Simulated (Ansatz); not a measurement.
```xyz
28
Lattice="6.7010 0.0000 0.0000 0.0000 6.7010 0.0000 0.0000 0.0000 6.7010" Properties=species:S:1:pos:R:3 pbc="T T T"
Hf    2.5129    0.0000    1.6752
Hf    5.8634    3.3505    5.0257
Hf    1.6752    2.5129    0.0000
Hf    5.0257    5.8634    3.3505
Hf    0.8376    0.0000    5.0257
Hf    4.1881    3.3505    1.6752
Hf    5.0257    0.8376    0.0000
Hf    1.6752    4.1881    3.3505
Hf    0.0000    1.6752    2.5129
Hf    3.3505    5.0257    5.8634
Hf    0.0000    5.0257    0.8376
Hf    3.3505    1.6752    4.1881
N     0.4222    0.4222    0.4222
N     3.7727    3.7727    3.7727
N     2.0974    4.6036    1.2531
N     5.4479    1.2531    4.6036
N     6.2788    2.9283    0.4222
N     2.9283    6.2788    3.7727
N     1.2531    2.0974    4.6036
N     4.6036    5.4479    1.2531
N     0.4222    6.2788    2.9283
N     3.7727    2.9283    6.2788
N     2.0974    2.0974    2.0974
N     5.4479    5.4479    5.4479
N     2.9283    0.4222    6.2788
N     6.2788    3.7727    2.9283
N     4.6036    1.2531    2.0974
N     1.2531    4.6036    5.4479
```

Space group I-43d; the calculation finds a residual pressure of about 2 GPa at this fixed cell.

All numbers below come from DFT r2SCAN, scalar-relativistic, plane waves, PAW (Ansatz).

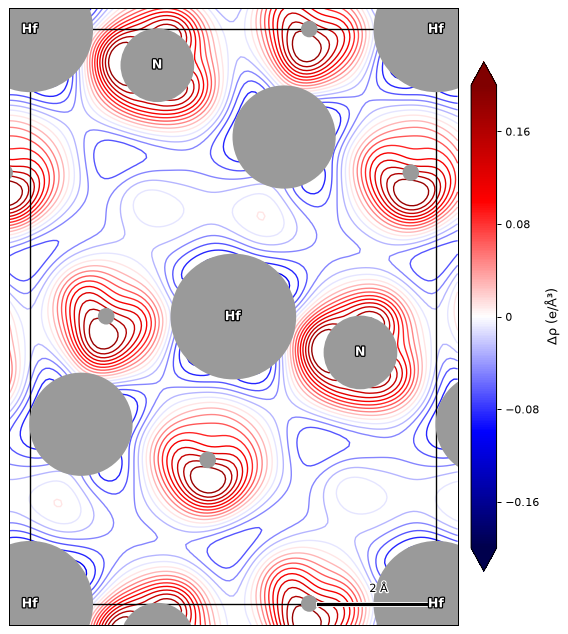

Hf₃N₄. Density of the crystal less the sum of free-atom densities: a map on the (110) plane of the conventional cell, with grey discs over the atomic cores. Cores are masked to 1.0 Å (Hf) and 0.6 Å (N).

Core electrons are frozen (PAW), so the fields are smoothed inside the atomic spheres.

Where does charge go when the atoms form this crystal?

Answer. Hf–N (2.18 Å): Δρ is +0.06 e/Å³ at the midpoint (close to a masked core, so read it with care).
- Hf–Hf (3.13 Å): Δρ is −0.05 e/Å³ at the midpoint (this contact isn't in the plane drawn).
- Over the whole cell, outside the masked cores, the largest gain lies at the edge of the masked core of N, and the largest loss lies at the edge of the masked core of Hf.
- In all about 0.33 e an atom is rearranged against the free atoms.
- Bader charges: Hf +2.37 and N −1.78 e.
